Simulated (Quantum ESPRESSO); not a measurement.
**PtTe2: 7 runs along one coordinate**

System: PtTe2 (P-3m1, 3 atoms in the cell).
Method: Kohn-Sham DFT of a periodic cell, PBE, SSSP 1.3 efficiency PBE, no spin polarisation (Quantum ESPRESSO 7.5).

The 7 runs differ only in the geometry, by an even scaling of the cell at fixed fractional positions. The structure derives from an entry of the Crystallography Open Database.

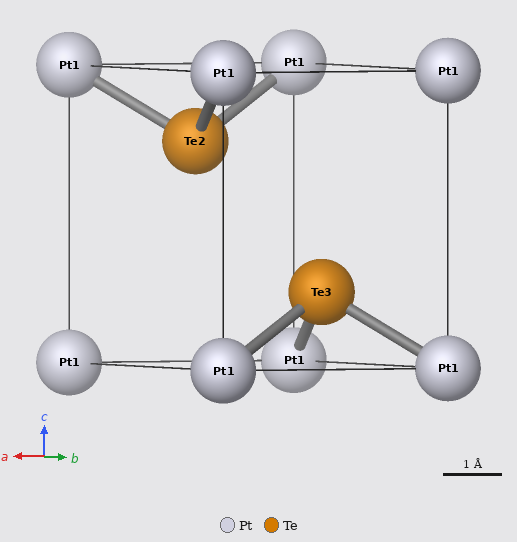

Figure 1. The structure of run 4 (ball-and-stick view of the cell of the calculation, seen at an oblique angle; atoms are numbered from 1 in the order of the input).

## Input of run 4
```
&CONTROL
  calculation = 'scf'
  prefix = 'pwscf'
  outdir = './tmp'
  pseudo_dir = './pseudo'
  tprnfor = .true.
  tstress = .true.
  disk_io = 'nowf'
/
&SYSTEM
  ibrav = 0
  nat = 3
  ntyp = 2
  ecutwfc = 55
  ecutrho = 440
  nbnd = 21
  occupations = 'smearing'
  smearing = 'fd'
  degauss = 0.00367493
/
&ELECTRONS
  conv_thr = 6d-10
  electron_maxstep = 120
  mixing_beta = 0.5
/
ATOMIC_SPECIES
Pt   195.0840 pt_pbe_v1.4.uspp.F.UPF
Te   127.6000 Te_pbe_v1.uspp.F.UPF
CELL_PARAMETERS angstrom
   4.0100000000    0.0000000000    0.0000000000
  -2.0050000000    3.4727618692    0.0000000000
   0.0000000000    0.0000000000    5.2010000000
ATOMIC_POSITIONS crystal
Pt     0.0000000000    0.0000000000    0.0000000000
Te     0.6666666667    0.3333333333    0.7500000000
Te     0.3333333333    0.6666666667    0.2500000000
K_POINTS automatic
8 8 5 0 0 0
```

Command:
```bash
OMP_NUM_THREADS=1 pw.x -in pw.in > pw.out
```

Run 5 differs from it as follows:
```diff
-   4.0100000000    0.0000000000    0.0000000000
-  -2.0050000000    3.4727618692    0.0000000000
-   0.0000000000    0.0000000000    5.2010000000
+   4.0365570653    0.0000000000    0.0000000000
+  -2.0182785327    3.4957609624    0.0000000000
+   0.0000000000    0.0000000000    5.2354447124
```

## Results, with one run withheld

| run | volume per atom (Å³) | free energy per atom, from the lowest run given (meV) | pressure (GPa) |
| --- | --- | --- | --- |
| 1 | 22.694 | 187.24 | 19.81 |
| 2 | 23.177 | 133.06 | 16.11 |
| 3 | 23.660 | 89.45 | 12.80 |
| 4 | 24.143 | 55.28 | 9.84 |
| 5 | 24.626 | ? | ? |
| 6 | 25.108 | 11.40 | 4.82 |
| 7 | 25.591 | 0.00 | 2.70 |

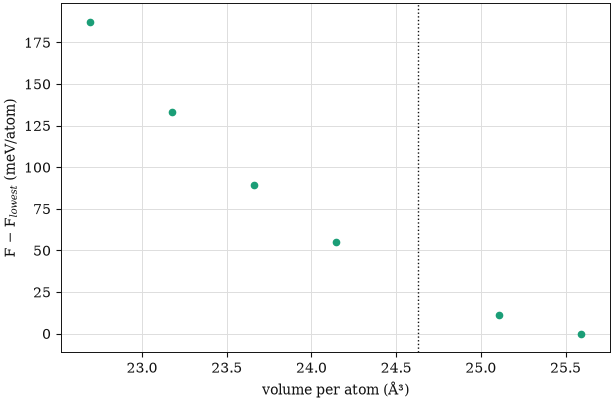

Figure 2. Free energy per atom of the runs given; the dotted line marks run 5.

What should run 5 give?

A cubic polynomial in V^(−2/3) (the Birch–Murnaghan form), fitted to the 6 runs given, misses them by at most 0.01 meV per atom. With x = V^(−2/3) − 0.12010 Å⁻², it reads F = 62.727 + 19797 x + 1.4664e+06 x² + 5.6434e+06 x³ (meV per atom). At run 5 it gives 29.54 meV per atom, and the run itself gives 29.56. The slope of the fit gives a pressure −dF/dV of 7.24 GPa there, and the run prints 7.19 GPa. The fit has no minimum inside this range.

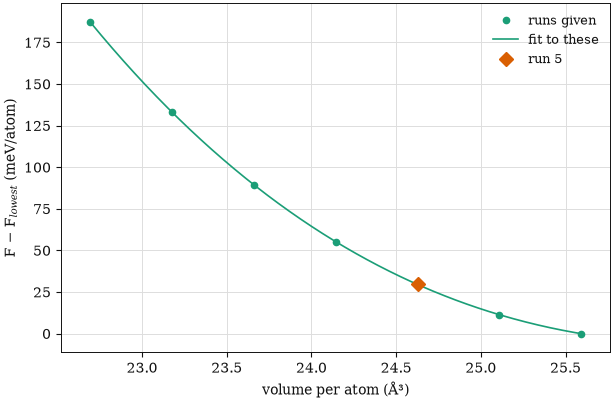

Figure 3. The fit and the withheld run.

## Some lines of the output (run 5)
```
[...]
     total energy              =    -263.46261223 Ry
     total energy              =    -263.74900854 Ry
     total energy              =    -263.76414758 Ry
     total energy              =    -263.76418362 Ry
     total energy              =    -263.76437204 Ry
     total energy              =    -263.76440484 Ry
     total energy              =    -263.76440647 Ry
     total energy              =    -263.76440685 Ry
     total energy              =    -263.76440686 Ry
     the Fermi energy is    11.1350 ev
!    total energy              =    -263.76440686 Ry
     The total energy is F=E-TS. E is the sum of the following terms:
     Computing stress (Cartesian axis) and pressure
          total   stress  (Ry/bohr**3)                   (kbar)     P=       71.90
```

Notes on the run: negative rho. Spin–orbit coupling is left out, which matters for Pt.
